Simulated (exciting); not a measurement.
## A series of single points on Sr

System: Sr (Fm-3m, 1 atom in the cell).
Method: Kohn-Sham DFT of a periodic cell, PBE, all-electron LAPW+lo, shipped species files, no spin polarisation (exciting sodium).

The 7 runs differ only in the geometry, by an even scaling of the cell at fixed fractional positions. The structure derives from an entry of the Crystallography Open Database.

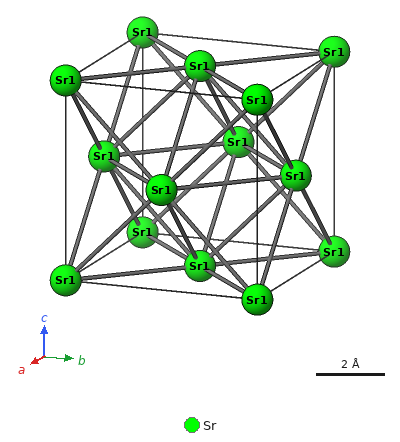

Figure 1. The structure of run 4 (ball-and-stick view of the cell 4 times as large as that of the calculation, set on its symmetry axes, seen slightly off an axis; atoms are numbered from 1 in the order of the input).

### Input of run 4
```
<input>
  <title>Sr</title>
  <structure speciespath="./" tshift="false">
    <crystal scale="1">
      <basevect>0.000000000000 5.749208275255 5.749208275255</basevect>
      <basevect>5.749208275255 0.000000000000 5.749208275255</basevect>
      <basevect>5.749208275255 5.749208275255 0.000000000000</basevect>
    </crystal>
    <species speciesfile="Sr.xml" rmt="2.3">
      <atom coord="0.000000000000 0.000000000000 0.000000000000"/>
    </species>
  </structure>
  <groundstate do="fromscratch" ngridk="8 8 8" rgkmax="9" gmaxvr="14" lmaxapw="10" lmaxmat="10" lmaxvr="8" xctype="GGA_PBE" stype="Fermi Dirac" swidth="0.00183747" nempty="8" ValenceRelativity="iora*" epsengy="1e-05" epspot="1e-05" maxscl="60" tforce="true" outputlevel="normal"/>
</input>
```

Command:
```bash
OMP_NUM_THREADS=1 exciting_smp
```

Run 2 has the same physical settings and fractional positions; its lattice vectors (Å) are:
```
   0.000000    3.001232    3.001232
   3.001232    0.000000    3.001232
   3.001232    3.001232    0.000000
```

### Results, with one run withheld

```csv
run,volume per atom (Å³),"free energy per atom, from the lowest run given (meV)"
1,52.940,2.05
2,54.067,?
3,55.193,0.00
4,56.319,1.50
5,57.446,4.52
6,58.572,8.82
7,59.698,14.42
```

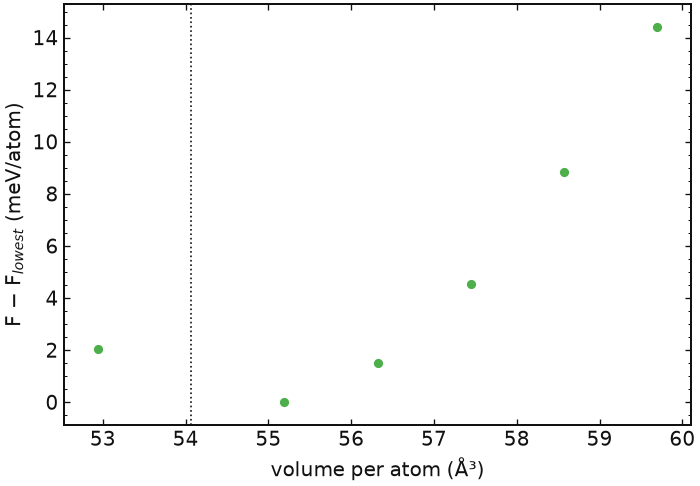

Figure 2. Free energy per atom of the runs given; the dotted line marks run 2.

What should run 2 give?

A cubic polynomial in V^(−2/3) (the Birch–Murnaghan form), fitted to the 6 runs given, misses them by at most 0.02 meV per atom. With x = V^(−2/3) − 0.06782 Å⁻², it reads F = 2.1635 − 2958.4 x + 9.4939e+05 x² − 2.8907e+06 x³ (meV per atom). At run 2 it gives 0.13 meV per atom, and the run itself gives 0.21. The fit has its minimum at 54.709 Å³ per atom, where V d²F/dV² gives 11.7 GPa: the bulk modulus at this level, since symmetry fixes the shape and the positions.

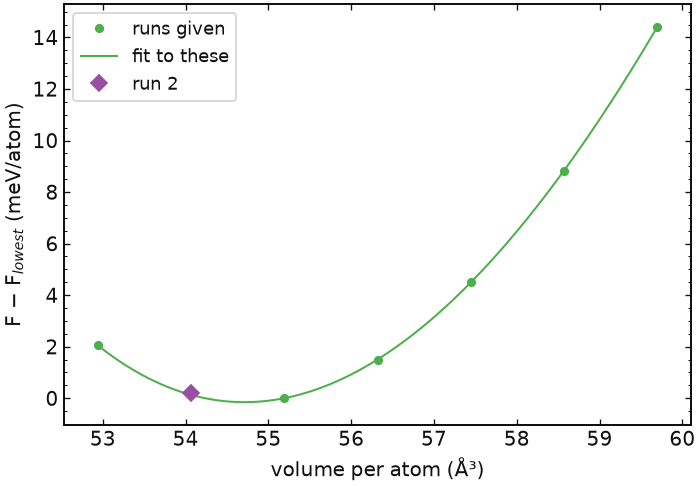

Figure 3. The fit and the withheld run.

### Some lines of the output (run 2)
```
[...]
 DOS at Fermi energy (states/Ha/cell)       :        23.42227872
 Absolute change in total energy   (target) :  0.265325E-03  ( 0.100000E-04)
 Total energy                               :     -3179.85195208
 Fermi energy                               :         0.14371064
 DOS at Fermi energy (states/Ha/cell)       :        23.42229891
 Absolute change in total energy   (target) :  0.703504E-04  ( 0.100000E-04)
 Total energy                               :     -3179.85195003
 DOS at Fermi energy (states/Ha/cell)       :        23.42229584
 Absolute change in total energy   (target) :  0.205251E-05  ( 0.100000E-04)
 Total energy                               :     -3179.85195002
 DOS at Fermi energy (states/Ha/cell)       :        23.42229552
 Absolute change in total energy   (target) :  0.106456E-07  ( 0.100000E-04)
 Total energy                               :     -3179.85195039
 DOS at Fermi energy (states/Ha/cell)       :        23.42229535
```
